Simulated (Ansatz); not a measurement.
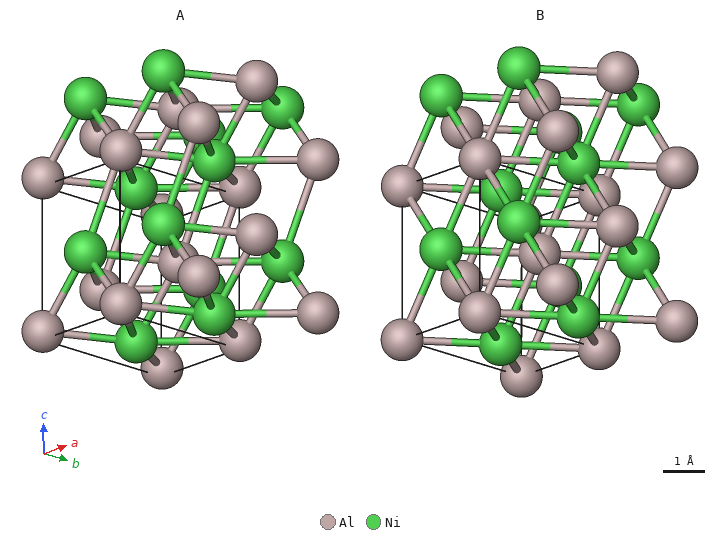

Two geometries of solid AlNi (set up in P-1), drawn at one scale. One is the start of a relaxation, the other its converged end. A ball-and-stick model of the cell of the calculation, repeated 2 × 1 × 2 with one cell outlined, seen from a free direction.

Method: DFT r2SCAN, scalar-relativistic, plane waves, PAW in Ansatz. (plane-wave cutoff 500 eV; k-point mesh 12 × 8 × 8; occupations gaussian; smearing width 0.15 eV; no spin polarisation; cell and atoms relaxed; force threshold 0.01 eV/Å; at most 80 steps)

> Which one is relaxed?

Structure B is the relaxed one. Case: a zone-boundary wave of random shape, sigma 0.1 Å; relaxed back. The energy falls by 325 meV per atom in 4 accepted moves (5 points after the start). Largest force component: 2.5 eV/Å at the start, 0.00015 eV/Å at the end. Pressure: 13.55 GPa at the start and −0.01 GPa at the end. At 1 point the geometry stayed and the basis and grid were re-selected for the new cell (energy shift of less than 0.05 meV per atom at most each time). The largest moves relative to the cell, 0.23 Å, are those of Al atoms. Largest moves by element: Al 0.23 Å, Ni 0.19 Å. The drawn cell changes at constant volume: a 2.860 → 2.851 Å (−0.3 %), b = c 4.052 → 4.058 Å (+0.2 %), α 90.2° → 90.0°. Some distances before and after: Al–Ni 2.838 → 2.480 Å, Al–Ni 2.123 → 2.480 Å, Al–Ni 2.684 → 2.480 Å, Al–Ni 2.315 → 2.480 Å. Within 0.06 Å the space group is P-1 at the start and Pm-3m at the end; at a tighter tolerance small leftover displacements or strains of the cell lower it. The run took 3.3 min on 2 threads of Intel(R) Xeon(R) Processor @ 2.70GHz, with other jobs on the host, peak memory 0.87 GiB.

Limits of the set-up: an element that often carries a moment was run without spin polarisation.
